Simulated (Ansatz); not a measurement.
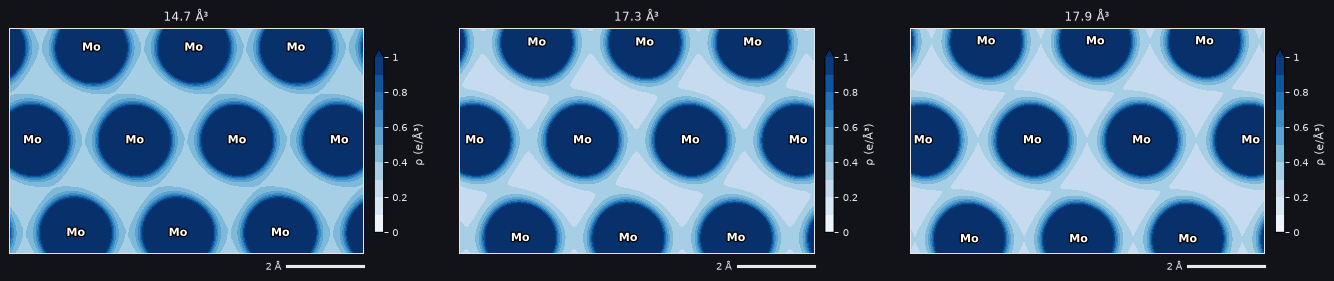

Mo. The valence electron density of cells scaled evenly to different volumes (given per atom above each panel), on the (010) plane of each (indices in the axes of the cell below), at one length scale and on one colour scale.

Computed without spin polarisation.

All numbers below come from Ansatz 0.2.0, DFT PBE, scalar-relativistic, plane waves, PAW.

Core electrons are frozen (PAW), and the valence fields are smoothed inside the atomic spheres.

The largest cell:

```xyz
1
Lattice="0.0000 2.1879 1.8748 2.1879 0.0000 1.8748 2.1879 2.1879 0.0000" Properties=species:S:1:pos:R:3 pbc="T T T"
Mo    0.0000    0.0000    0.0000
```

| volume (Å³/atom) | Mo–Mo contact in the plane (Å) | ρ at its midpoint (e/Å³) | pressure (GPa) | 
| --- | --- | --- | --- |
| 14.74 | 2.698 | 0.394 | 23.8 | 
| 16.02 | 2.774 | ? | ? | 
| 17.31 | 2.847 | 0.317 | −16.6 | 
| 17.95 | 2.881 | 0.303 | −22.4 | 

Q: What values belong in the row with question marks?

A: Over the known rows ln ρ falls by 1.44 per Å of Mo–Mo distance (a least-squares line), which gives 0.353 e/Å³ at 2.774 Å; the calculation gives 0.352 e/Å³. For the pressure, a straight line in volume between the neighbouring rows gives 3.7 GPa; the calculation gives −0.5, lower because pressure rises ever faster on compression.
